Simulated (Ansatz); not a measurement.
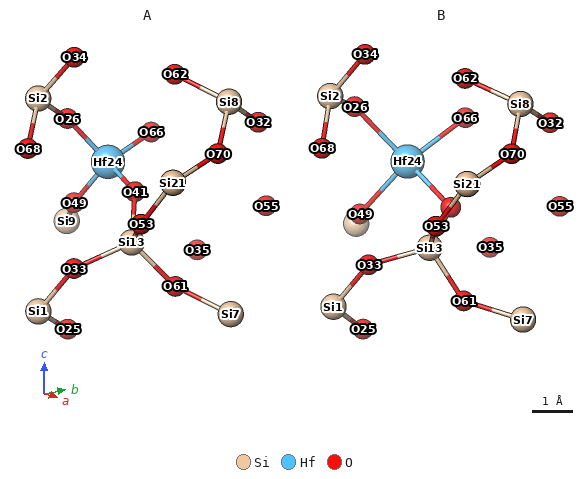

Two geometries of a defect cell of composition Si23HfO48 (cell charge −1), drawn at one scale. One is the start of a relaxation, the other its converged end. Style: ball-and-stick. Shown: the atoms within 4.2 Å of the atom that moves most (axes of the cell of the calculation (origin shifted)), slightly off an axis.

All numbers below come from DFT, PBEsol, PAW, plane waves (Ansatz). (plane-wave cutoff 420 eV; k-point mesh 1 × 1 × 1; mesh shifted by (0.25, 0.25, 0.25); collinear spin; atoms relaxed in a fixed cell; force threshold 0.03 eV/Å; at most 80 steps)

### Which geometry has the lower energy?

Structure B is the relaxed one. The largest move is that of O41, 0.69 Å roughly along [3 3 −2]. Largest moves by element: O 0.69 Å, Si 0.22 Å, Hf 0.15 Å. The lattice vectors keep their values. Near-neighbour distances that change, for instance: Hf24–O41 1.595 → 1.980 Å, Hf24–O66 1.613 → 1.980 Å, Hf24–O26 1.633 → 1.992 Å, Si1–O25 1.668 → 1.617 Å. Bond angles that change, for instance: O26–Hf24–O41 108.9° → 133.3°, O49–Hf24–O66 111.6° → 134.3°, Si2–O26–Hf24 144.0° → 124.1°. Over 14 geometry steps the energy falls by 11.145 eV per cell of the calculation. Largest force component: 19 eV/Å at the start, 0.018 eV/Å at the end.

Limits of the set-up: the cell is charged, on a uniform background, and energies carry no finite-size correction.
